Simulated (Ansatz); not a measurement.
System: PbS.

Input file:

```
crystal:
  lattice:
    - [5.0252481034, 0.0, 0.0]
    - [-2.5126240517, 4.3519925179, 0.0]
    - [0.0, 0.0, 6.0355422766]
  atoms:
    - { symbol: Pb, position: [0.3333333333, 0.6666666667, 0.25] }
    - { symbol: Pb, position: [0.6666666667, 0.3333333333, 0.75] }
    - { symbol: S, position: [0.6666666667, 0.3333333333, 0.25] }
    - { symbol: S, position: [0.3333333333, 0.6666666667, 0.75] }
basis:
  ecutwfc: 420
kpoints:
  mp_grid: { grid: [6, 6, 6] }
hamiltonian:
  xc: pbe
scf:
  occupations: { method: gaussian, width: 0.02 }
output:
  forces: true
  stress: true
  eigenvalues: true
  write_density: true
  write_potential: true
  elf: true
  volumetric_format: npy
relax:
  adjacent_minimum: "off"
  f_tol: 0.01
  max_steps: 80
  cell: { stress_tol: 0.05 }
```

Command:

```sh
ansatz run input.yaml --threads 1 --pin off --max-ram 2560MiB --backend cpu --events-out ev --progress --plain --runs-dir out
```

Below, planes, directions and counts refer to the conventional cell (a = 5.03 Å, b = 5.03 Å, c = 6.02 Å, α = 90.00°, β = 90.00°, γ = 120.00°).

The fields are those of the relaxed geometry.

Space group P6₃/mmc; a structure generated by program, which may or may not match a known phase.

The calculation used DFT PBE, scalar-relativistic, plane waves, PAW in Ansatz.

**What can the converged valence pseudo-density and electron localisation function tell about the bonding?**

Pb–S (2.90 Å): ρ is about 0.25 e/Å³ halfway; the ELF peaks at about 0.85 in the valence shell of S, 0.8 Å from its nucleus, and drops to about 0.25 between the two atoms.
Pb–S (3.01 Å): the density is about 0.21 e/Å³ at the midpoint; the ELF peaks at about 0.85 in the valence shell of S, 0.8 Å from its nucleus, and drops to about 0.20 between the two atoms.

**Metal or insulator at this level of theory?**

It is gapped, with a Kohn–Sham gap of 1.4 eV on the k-point mesh, an upper bound to the gap of this method.

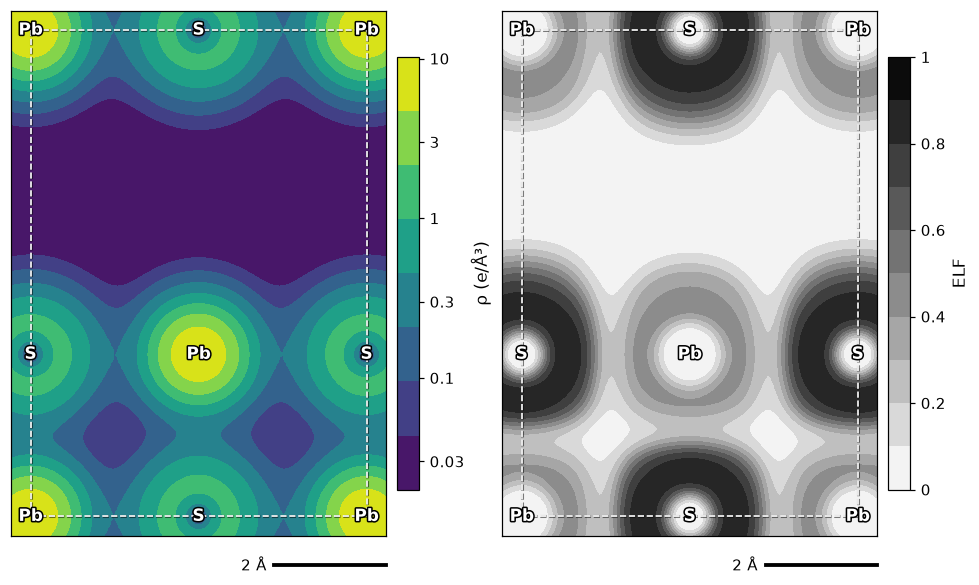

Computed valence pseudo-density and electron localisation function on the (110) plane of the conventional cell, in this order. 

Core electrons are frozen (PAW), and the valence fields are smoothed inside the atomic spheres.
